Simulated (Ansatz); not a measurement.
**Ge: density, localisation and related maps**

Input file:

```
crystal:
  lattice:
    - [3.9956487021, 0.0, 0.0]
    - [-1.9978243511, 3.477634947, 0.0]
    - [0.0, 0.0, 6.602710985]
  atoms:
    - { symbol: Ge, position: [0.6666666667, 0.3333333333, 0.0629814343] }
    - { symbol: Ge, position: [0.3333333333, 0.6666666667, 0.5629814343] }
    - { symbol: Ge, position: [0.6666666667, 0.3333333333, 0.4370185657] }
    - { symbol: Ge, position: [0.3333333333, 0.6666666667, 0.9370185657] }
basis:
  ecutwfc: 500
kpoints:
  mp_grid: { grid: [12, 12, 6] }
hamiltonian:
  xc: r2scan
scf:
  occupations: { method: gaussian, width: 0.03 }
output:
  forces: true
  stress: true
  eigenvalues: true
  write_density: true
  write_potential: true
  elf: true
  volumetric_format: npy
```

Command:

```sh
ansatz run input.yaml --threads 1 --pin off --max-ram 2560MiB --backend cpu --events-out ev --progress --plain --runs-dir out
```

Below, planes, directions and counts refer to the conventional cell (a = 4.00 Å, b = 6.96 Å, c = 6.60 Å, α = 90.00°, β = 90.00°, γ = 90.00°).

Space group Cmcm; a structure from a database of computed crystals, not necessarily the ambient phase; changed on purpose from its base cell (strain +0.0050 x Voigt [0, 1, 0, 0, 0, 0], atoms carried along).

Method: Ansatz, DFT r2SCAN, scalar-relativistic, plane waves, PAW.

The density is the valence pseudo-density of a PAW calculation; it isn't the true density close to the nuclei.

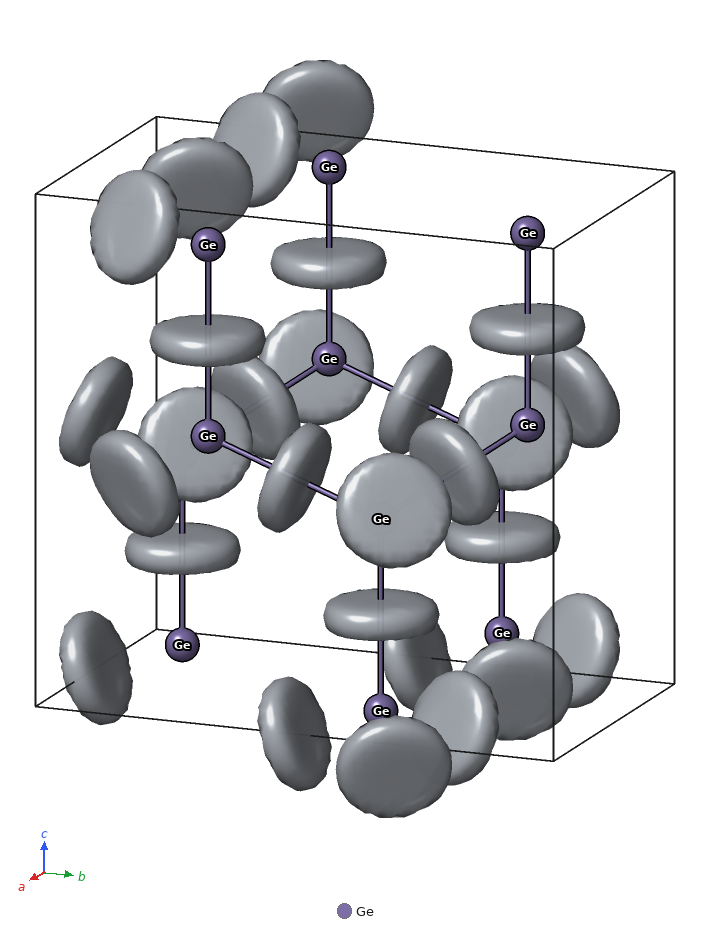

Figure 1. Isosurface of the electron localisation function at 0.65 (grey), seen slightly off an axis. Only the valence region is drawn (cores and ρ < 0.01 e/Å³ removed). Sticks mark near contacts.

### Identify the bonds, lone pairs and shells in this picture.

The ELF exceeds this value in 16 regions between bonded Ge–Ge atoms (shared pairs), counted in one cell of 8 atoms. Regions shared between cells count once.


Ge–Ge (2.45 Å): the ELF peaks at about 0.80 between the atoms, as expected for localised, covalent bonding.

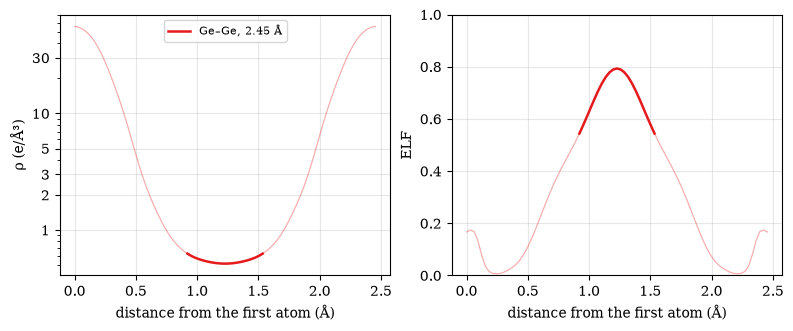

Figure 2. Valence pseudo-density and electron localisation function along straight lines between neighbouring atoms. Thin, pale parts lie inside the atomic spheres.

### What kind of bonding do the profiles show?

Ge–Ge (2.45 Å): ρ is about 0.51 e/Å³ halfway; the ELF peaks at about 0.80 between the atoms: localised, covalent bonding.
